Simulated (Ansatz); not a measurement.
A series of calculations on SiC

Part 1: Relaxation

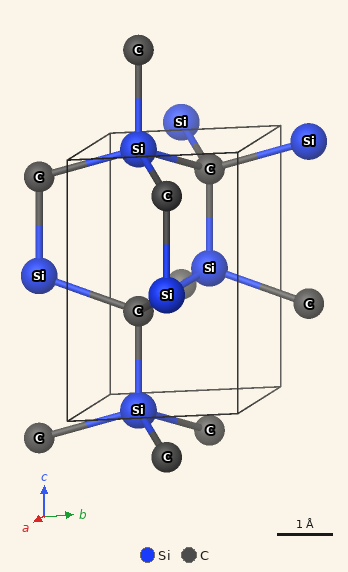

Starting structure of a crystal of SiC (set up in P6_3mc). Style: ball-and-stick. Shown: the cell of the calculation, slightly off an axis.

Case: biaxial strain in the a-b plane of +6.0 %; c and atoms relaxed.

The calculation used DFT r2SCAN, scalar-relativistic, plane waves, PAW (Ansatz 0.2.0).

Input
```yaml
crystal:
  lattice:
    - [3.259815426, 0.0, 0.0]
    - [-1.629907713, 2.8230829706, 0.0]
    - [0.0, 0.0, 4.8666007195]
  atoms:
    - { symbol: Si, position: [0.3333333333, 0.6666666667, 0.4977938122] }
    - { symbol: Si, position: [0.6666666667, 0.3333333333, 0.9977938122] }
    - { symbol: C, position: [0.3333333333, 0.6666666667, 0.8772061878] }
    - { symbol: C, position: [0.6666666667, 0.3333333333, 0.3772061878] }
basis:
  ecutwfc: 500
kpoints:
  mp_grid: { grid: [12, 12, 6] }
hamiltonian:
  xc: r2scan
scf:
  occupations: { method: gaussian, width: 0.02 }
output:
  forces: true
  stress: true
  eigenvalues: true
relax:
  adjacent_minimum: "off"
  f_tol: 0.008
  max_steps: 40
  cell: { stress_tol: 0.015, fix: [a, b, gamma] }
```

Launched with:
```bash
ansatz run input.yaml --threads 1 --pin off --max-ram 2560MiB --backend cpu --events-out ev --progress --plain --runs-dir out
```

**What does the optimiser find from here?**

The atoms keep their places relative to the cell (all moves are under 0.005 Å). The volume changes by +2.8 %, with a = b unchanged at 3.260 Å, c 4.867 → 5.005 Å (+2.8 %). Near-neighbour distances that change, for instance: Si1–C3 1.846 → 1.904 Å. The space group stays P6_3mc (No. 186). After 4 accepted moves (5 points after the start) the energy has fallen by 16.3 meV per atom. The largest force component goes from 0.51 to under 0.0001 eV/Å. Pressure: −14.01 GPa at the start and −19.39 GPa at the end. The SCF was repeated once at an unchanged geometry on a basis and grid sized afresh for the cell, which shifted the energy by less than 0.05 meV per atom at most. The run took 63 s on 1 thread of Arm Neoverse V1 (shared host), peak memory 0.46 GiB.

After the run, drawn alike:

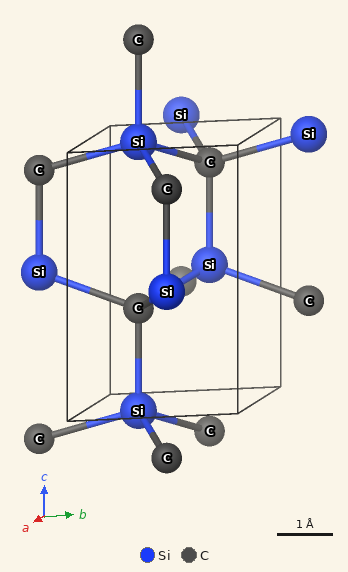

Part 2: Relaxation

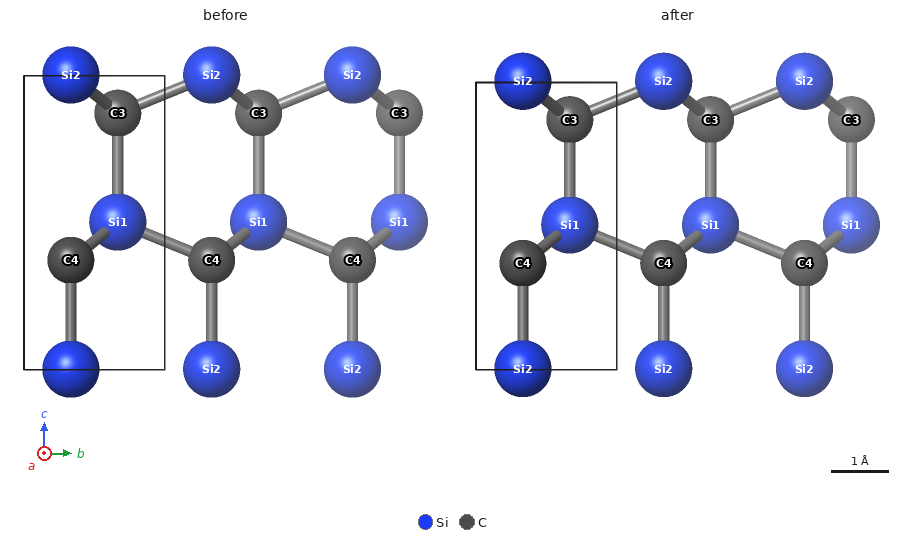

The structure of solid SiC (set up in P6_3mc) before (left) and after (right) a relaxation, at one scale.

A ball-and-stick model of the cell of the calculation, repeated 1 × 3 × 1 with one cell outlined, seen along the a axis.

Case: biaxial strain in the a-b plane of -6.0 %; c and atoms relaxed.

Theory: DFT r2SCAN, scalar-relativistic, plane waves, PAW (Ansatz 0.2.0). Settings: plane-wave cutoff 500 eV; k-point mesh 12 × 12 × 6; occupations gaussian; smearing width 0.02 eV; no spin polarisation; cell relaxed at fixed a, b, gamma; force threshold 0.008 eV/Å; at most 40 steps.

### Describe what moved and what it gained.

Over 5 accepted moves (6 points after the start) the energy falls by 14.3 meV per atom. Largest force component: 0.47 eV/Å at the start, under 0.0001 eV/Å at the end. The pressure goes from 26.17 to 32.21 GPa. At 1 point the geometry stayed and the basis and grid were re-selected for the new cell (energy shift of less than 0.05 meV per atom at most each time). The largest moves relative to the cell, 0.009 Å, are those of Si1, Si2, C3 and C4. C3 goes along −c. By element the largest moves are C 0.009 Å, Si 0.009 Å. Cell: a = b unchanged at 2.891 Å, c 5.230 → 5.109 Å (−2.3 %). Volume −2.3 %. Among the contacts that change: Si1–C3 1.936 → 1.872 Å. The space group stays P6_3mc (No. 186).

Part 3: A change

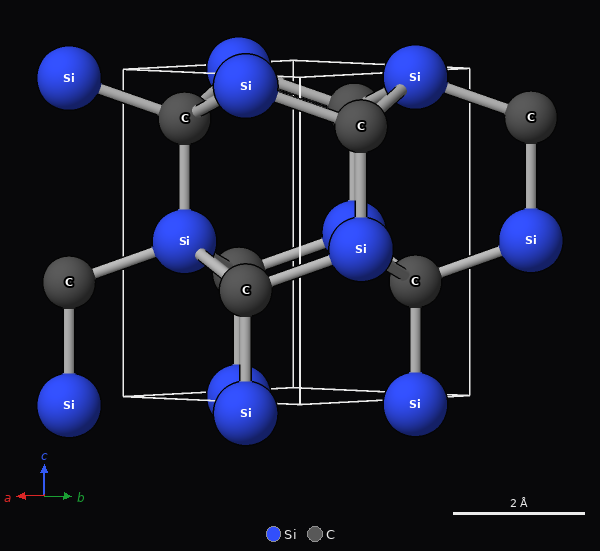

The starting point is crystalline SiC (set up in P6_3mc). Style: ball-and-stick. Shown: the cell of the calculation, repeated 2 × 2 × 1 with one cell outlined, from a free direction.

Theory: DFT r2SCAN, scalar-relativistic, plane waves, PAW (Ansatz 0.2.0). Set-up: plane-wave cutoff 500 eV; k-point mesh 12 × 12 × 6; occupations gaussian; smearing width 0.02 eV; no spin polarisation.

The variant: Biaxial strain in the a–b plane, −6.0 %, is applied. The c axis and the atoms are relaxed.

The input:
```yaml
crystal:
  lattice:
    - [2.8907797174, 0.0, 0.0]
    - [-1.4453898587, 2.503488672, 0.0]
    - [0.0, 0.0, 5.2300812711]
  atoms:
    - { symbol: Si, position: [0.3333333333, 0.6666666667, 0.50244303] }
    - { symbol: Si, position: [0.6666666667, 0.3333333333, 1.00244303] }
    - { symbol: C, position: [0.3333333333, 0.6666666667, 0.87255697] }
    - { symbol: C, position: [0.6666666667, 0.3333333333, 0.37255697] }
basis:
  ecutwfc: 500
kpoints:
  mp_grid: { grid: [12, 12, 6] }
hamiltonian:
  xc: r2scan
scf:
  occupations: { method: gaussian, width: 0.02 }
output:
  forces: true
  stress: true
  eigenvalues: true
relax:
  adjacent_minimum: "off"
  f_tol: 0.008
  max_steps: 40
  cell: { stress_tol: 0.015, fix: [a, b, gamma] }
```

Launched with:
```bash
ansatz run input.yaml --threads 1 --pin off --max-ram 2560MiB --backend cpu --events-out ev --progress --plain --runs-dir out
```

What does the calculation give for the changed structure?

Answer. It costs 167 meV per atom. The pressure goes from 0.0 to 32.2 GPa. The principal stresses (compression positive) are 0.0 GPa along c and 48.3 GPa across it. Cell: a = b 3.075 → 2.891 Å (−6.0 %), c 5.048 → 5.109 Å (+1.2 %). Volume −10.6 %. The largest moves relative to the cell, 0.024 Å, are those of Si1, Si2, C3 and C4. Si2 goes along +c. By element the largest moves are Si 0.024 Å, C 0.024 Å. Among the bonded contacts that change: C–Si 1.883 → 1.803 Å, C–Si 1.897 → 1.872 Å. The space group stays P6_3mc (No. 186).

The changed structure in the same view:

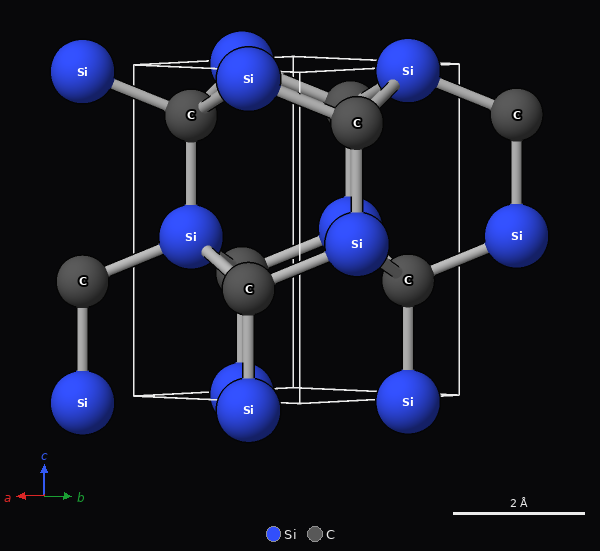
